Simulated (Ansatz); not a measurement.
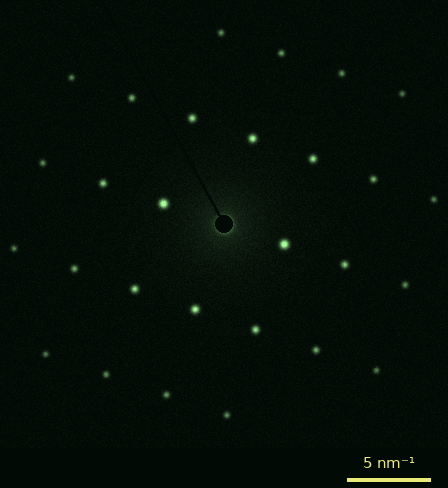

The pattern is a kinematic simulation for 300 kV electrons (no multiple scattering; isotropic B = 0.5 Å²).

Phase: Mo, space group Pm-3m (No. 221), a = 2.604 Å. Structure: the input geometry of an electronic-structure calculation (not necessarily at equilibrium); the starting structure was generated, so it need not be a known form of this composition.

| atom | site | symmetry | x | y | z |
| --- | --- | --- | --- | --- | --- |
| Mo | 1a | m-3m | 0.0000 | 0.0000 | 0.0000 |

Q: Measure the pattern against the scale bar and name the zone.

A: The spots form a rectangular net whose two shortest vectors correspond to d = 2.60 Å and 1.84 Å, 90.0° apart. They index as 0 0 1 and 1 -1 0, so the zone axis is [110] (or an equivalent direction of <110>).

Q: List the strongest reflections.

A: Strongest reflections with d > 0.80 Å, one of each family (|F|² from tabulated Gaussian fits of the electron scattering factors, times a small damping for the curvature of the Ewald sphere):

```csv
hkl,d (Å),I (strongest = 100)
0 0 1,2.604,100
1 -1 0,1.841,52
1 -1 1,1.503,33
0 0 2,1.302,23
1 -1 2,1.063,12
2 -2 0,0.921,8
```
